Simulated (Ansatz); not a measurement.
System: TaSi2.

```xyz
18
Lattice="4.4539 -0.1621 -4.4219 -5.5651 -0.0106 -5.6069 -0.0497 5.8580 0.0522" Properties=species:S:1:pos:R:3 pbc="T T T"
Ta    1.5279    1.6629   -7.0821
Ta    2.0836    1.7493   -2.0677
Ta   -2.5900    0.0176   -5.1946
Ta    2.4195   -0.0582   -4.6021
Ta   -0.9436   -0.0656   -7.9887
Ta   -0.3880    0.0207   -2.9743
Si   -4.3301    1.9675   -5.0812
Si    0.6794    1.8917   -4.4887
Si   -1.2431    3.2073   -8.1714
Si   -0.6875    3.2937   -3.1570
Si   -5.1118    5.4764   -6.0489
Si   -0.1023    5.4006   -5.4564
Si   -3.4666    4.7359   -7.6843
Si    1.5429    4.6602   -7.0918
Si   -2.4164    3.2898   -4.8989
Si    2.5931    3.2140   -4.3064
Si   -1.0722    1.8892   -6.2536
Si   -0.5166    1.9755   -1.2392
```

Space group P1; a generated structure, not necessarily the stable one; computed without spin polarisation.

All numbers below come from Ansatz, DFT PBE, scalar-relativistic, plane waves, PAW.

**What will maps of the valence pseudo-density and electron localisation function show?**

Si–Si (2.33 Å): ρ at the midpoint is about 0.5 e/Å³; the ELF peaks at about 0.85 between the atoms.
Ta–Si (2.60 Å): ρ at the midpoint is about 0.39 e/Å³; the ELF peaks at about 0.75 in the valence shell of Si, 0.9 Å from its nucleus, and is about 0.35 at the midpoint.
Ta–Ta (3.13 Å): the density is about 0.26 e/Å³ at the midpoint; the ELF is about 0.45 at the midpoint.

**Metal or insulator at this level of theory?**

It is gapless in this calculation (a metal or semimetal).

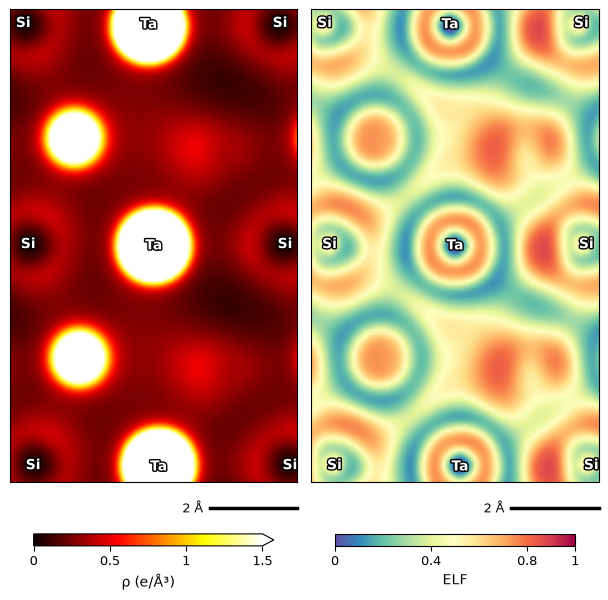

Computed valence pseudo-density and electron localisation function on the (110) plane of the standardised cell, in this order. Atoms just off the plane (Ta, 0.6 Å away and Si, 0.8 Å away) can leave unmarked features too.

The density is the valence pseudo-density of a PAW calculation; it isn't the true density close to the nuclei.
